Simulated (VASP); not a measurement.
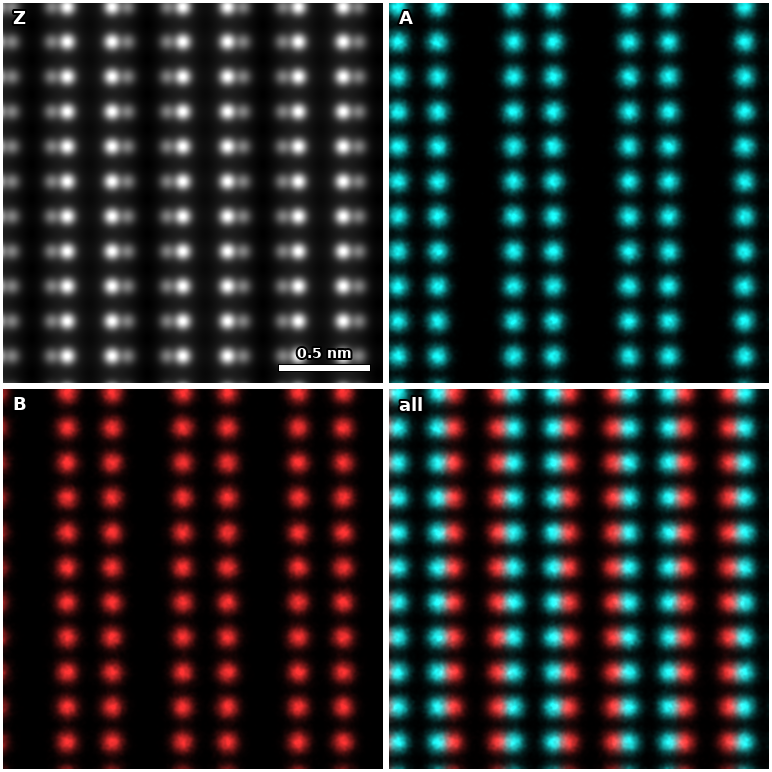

GaP (R-3m, No. 166) along [210]. Panel Z: Simulated incoherent Z contrast: every atom adds Z^1.6 spread by a probe of 0.62 Å full width; channelling and multiple scattering are left out. The probe carries 25 % of its weight in a tail 2.5 times as wide. The display is stretched by a gamma of 0.65; percentages refer to the linear signal. The other panels are simulated element maps (the number of atoms of one element along the beam, blurred by 0.9 Å, with counting noise; each on its own scale, no channelling); the last overlays them. Structure: a cell listed in the Materials Project, as set up for an electronic-structure calculation.

Space group R-3m:H (No. 166). a = 3.886 Å, b = 3.886 Å, c = 19.292 Å, α = 90.00°, β = 90.00°, γ = 120.00°
| atom | site | symmetry | x | y | z |
| --- | --- | --- | --- | --- | --- |
| Ga | 6c | 3m | 0.3333 | 0.6667 | 0.2313 |
| P | 6c | 3m | 0.6667 | 0.3333 | 0.2759 |

Q: Which element does each lettered map show?

A: P, B: Ga. The projected cell (1.94 × 6.43 Å, 90°) holds 4 columns: 2 of Ga and 2 of P. No column is shared by two of the mapped elements.
